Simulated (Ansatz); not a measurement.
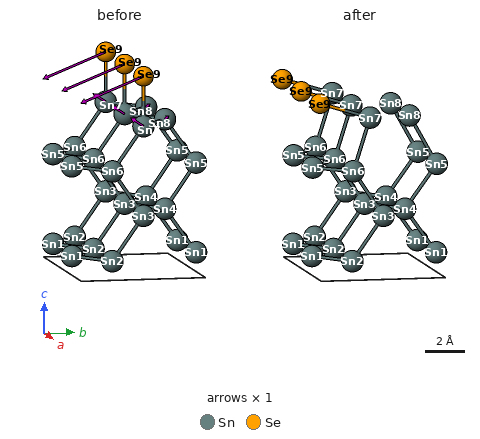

The structure of a slab of composition Sn8Se (cut from the Fd-3m phase) before (left) and after (right) a constrained relaxation, at one scale. The purple arrows give the displacements, at their true length.

The picture is a ball-and-stick view of the 2 × 1 repeat of the cell, outlined in the plane, without the vacuum, seen slightly off an axis.

Case: Se put at a top Sn site. The slab is the (1 1 0) face of Sn with Se on it. 4 atoms are held fixed.

These are results of DFT PBEsol, scalar-relativistic, plane waves, PAW in Ansatz, not measurements.

The input:
```yaml
crystal:
  lattice:
    - [4.6255804189, 0.0, 0.0]
    - [0.0, 6.5415585623, 0.0]
    - [0.0, 0.0, 25.9383706284]
  atoms:
    - { symbol: Sn, position: [0.5, 0.0, 0.3276998437] }
    - { symbol: Sn, position: [0.0, 0.25, 0.3276998437] }
    - { symbol: Sn, position: [0.0, 0.5, 0.416864666] }
    - { symbol: Sn, position: [0.5, 0.75, 0.416864666] }
    - { symbol: Sn, position: [0.5, -0.0008212276, 0.5077593911] }
    - { symbol: Sn, position: [0.0, 0.2508212276, 0.5077593911] }
    - { symbol: Sn, position: [0.0, 0.5006201608, 0.5966396198] }
    - { symbol: Sn, position: [0.5, 0.7493798392, 0.5966396198] }
    - { symbol: Se, position: [0.0, 0.5006201608, 0.6968772191] }
basis:
  ecutwfc: 420
kpoints:
  mp_grid: { grid: [6, 5, 1] }
hamiltonian:
  xc: pbesol
scf:
  occupations: { method: gaussian, width: 0.1 }
output:
  forces: true
  eigenvalues: true
  write_density: true
  write_potential: true
  elf: true
  volumetric_format: npy
relax:
  adjacent_minimum: "off"
  f_tol: 0.03
  max_steps: 70
  constraints: [{ sites: [0, 1, 2, 3] }]
efield:
  axis: 3
  dipole_correction: true
  ramp_width: 0.04
```

Run as
```bash
ansatz run input.yaml --threads 2 --pin off --max-ram 5120MiB --backend cpu --events-out ev --progress --plain --runs-dir out
```

What changed between the two?

Answer. After 22 geometry steps the energy has fallen by 1.376 eV per cell of the calculation. Largest force component: 1.2 eV/Å at the start, 0.019 eV/Å at the end. The largest move is that of Se9, 3.60 Å at 68° to the normal (−c side). Largest moves by element: Se 3.60 Å, Sn 0.85 Å. The lattice vectors keep their values. Some distances before and after: Sn8–Se9 6.022 → 2.882 Å, Sn7–Sn8 2.828 → 3.473 Å, Sn7–Se9 2.600 → 2.755 Å, Sn5–Sn8 2.826 → 2.933 Å. New bonds form: Sn8–Se9 (6.02 → 2.88 Å). Among the angles between lasting bonds that change: Sn6–Sn7–Se9 144.7° → 89.4°, Sn3–Sn6–Sn7 110.0° → 128.7°, Sn5–Sn6–Sn7 109.6° → 101.6°.

Limits of the set-up: the periodic images lie only 4.6 Å apart, so the values are limited by the cell's size.
